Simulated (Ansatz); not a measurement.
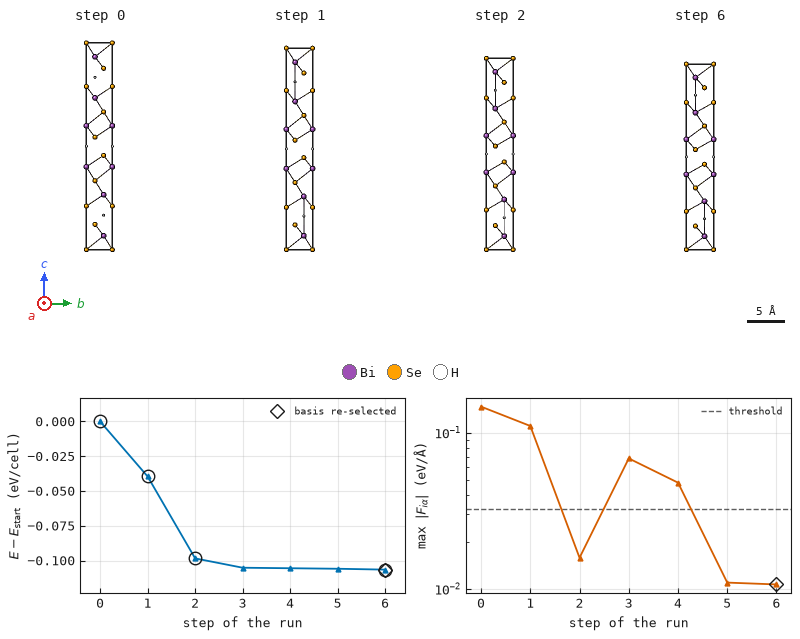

Frames of a relaxation of a crystal of Bi2HSe3 (set up in R-3m) (coarse preliminary run), marked on the history of the run. A ball-and-stick model of the conventional cell (3 times the calculation's cell), seen along the a axis. Lengths and directions refer to the drawn axes.

Case: 1 H put on empty site 1 of 1 host cells, relaxed.

All numbers below come from DFT PBE+D3(BJ), scalar-relativistic, plane waves, PAW (Ansatz).

The input:
```yaml
crystal:
  lattice:
    - [2.0703280692, 1.1953044681, 9.5112789371]
    - [-2.0703280692, 1.1953044681, 9.5112789371]
    - [0.0, -2.3906089362, 9.5112789371]
  atoms:
    - { symbol: Bi, position: [0.4007810608, 0.4007810608, 0.4007810608] }
    - { symbol: Bi, position: [0.5992189392, 0.5992189392, 0.5992189392] }
    - { symbol: Se, position: [0.0, 0.0, 0.0] }
    - { symbol: Se, position: [0.2106961066, 0.2106961066, 0.2106961066] }
    - { symbol: Se, position: [0.7893038934, 0.7893038934, 0.7893038934] }
    - { symbol: H, position: [0.5, 0.5, 0.5] }
basis:
  ecutwfc: 420
kpoints:
  mp_grid: { grid: [6, 6, 6] }
hamiltonian:
  xc: pbe
  dispersion: d3bj
scf:
  occupations: { method: gaussian, width: 0.1 }
output:
  forces: true
  stress: true
  eigenvalues: true
relax:
  adjacent_minimum: "off"
  f_tol: 0.0325
  max_steps: 70
  cell: { stress_tol: 0.24 }
```

Run as
```bash
ansatz run input.yaml --threads 2 --pin off --max-ram 5120MiB --backend cpu --events-out ev --progress --plain --runs-dir out
```

What happens along the run?

After 5 accepted moves (6 points after the start) the energy has fallen by 0.107 eV per cell of the calculation. The largest force component goes from 0.15 to 0.011 eV/Å. The pressure goes from −0.10 to −0.05 GPa. At 1 point the geometry stayed and the basis and grid were re-selected for the new cell (energy shift of 0.6 meV per cell of the calculation at most each time). The largest moves relative to the cell, 0.12 Å, are those of Bi1 and Bi2. Bi2 goes along −c. Largest moves by element: Bi 0.12 Å, Se 0.11 Å. H stays in place. Cell: a = b 4.141 → 4.354 Å (+5.1 %), c 28.534 → 25.597 Å (−10.3 %). Volume −0.8 %. Some distances before and after: Bi1–H6 2.831 → 2.421 Å, Bi1–Se3 3.069 → 3.118 Å, Bi1–Se5 2.863 → 2.880 Å. Bond angles that change, for instance: Se4–Bi2–Se4 92.6° → 98.2°, Bi2–Se4–Bi2 92.6° → 98.2°, Se3–Bi2–Se4 91.1° → 86.4°. The space group stays R-3m (No. 166). Cost: 55 s on 2 threads of Arm Neoverse V1 (shared host), peak memory 0.53 GiB. From step 0 to 1: Bi atoms move most (0.05 Å), volume −0.4 %, energy −39.6 meV per cell of the calculation. From step 1 to 2: Se atoms move most (0.06 Å), volume −0.5 %, energy −58.9 meV per cell of the calculation. From step 2 to 6: Se atoms move most (0.03 Å), energy −8.1 meV per cell of the calculation.
